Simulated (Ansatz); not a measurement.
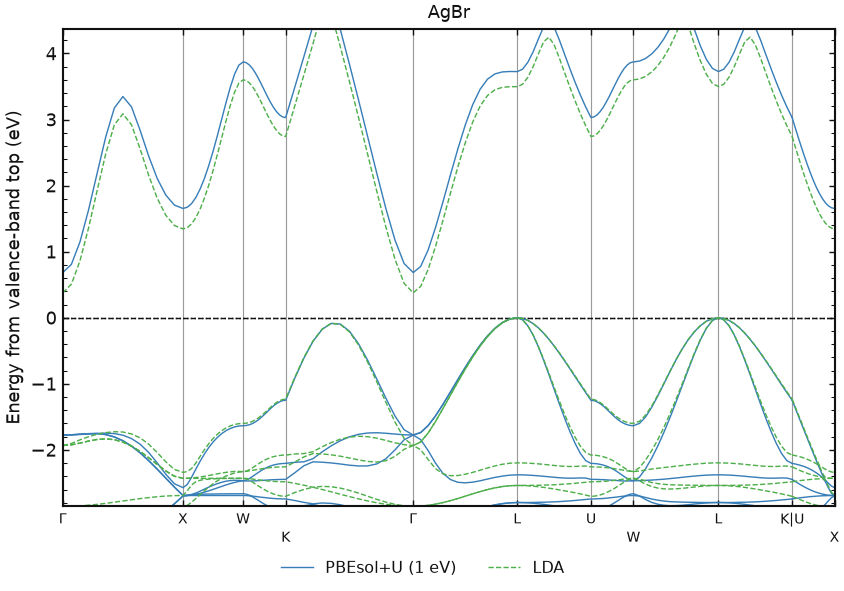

Band structures of rocksalt AgBr, space group Fm-3m (No. 225), 2 atoms in the primitive cell (cubic a = 5.740 Å), by two methods on the same cell. Each is counted from its own valence-band top.

### How do the methods compare?

PBEsol+U (1 eV) gives a gap of 0.68 eV along the path and LDA gives a gap of 0.38 eV along the path. Over the top 3 filled bands the two differ by 0.10 eV on average.

Settings. PBEsol+U (1 eV): Ag d U = 1 eV, Ansatz PAW, no spin polarisation, no spin-orbit coupling, 8×8×8 k mesh, 420 eV cutoff, Fermi-Dirac smearing of 0.05 eV (Ansatz 0.2.0). LDA: Ansatz PAW, no spin polarisation, no spin-orbit coupling, 8×8×8 k mesh, 420 eV cutoff, Fermi-Dirac smearing of 0.05 eV (Ansatz).

The cell is at −1 GPa in PBEsol+U (1 eV) and −4 GPa in LDA. Spin-orbit coupling is left out, which matters for Br. The PAW data sets were made with another functional. LDA, GGA and most meta-GGA functionals understate gaps.
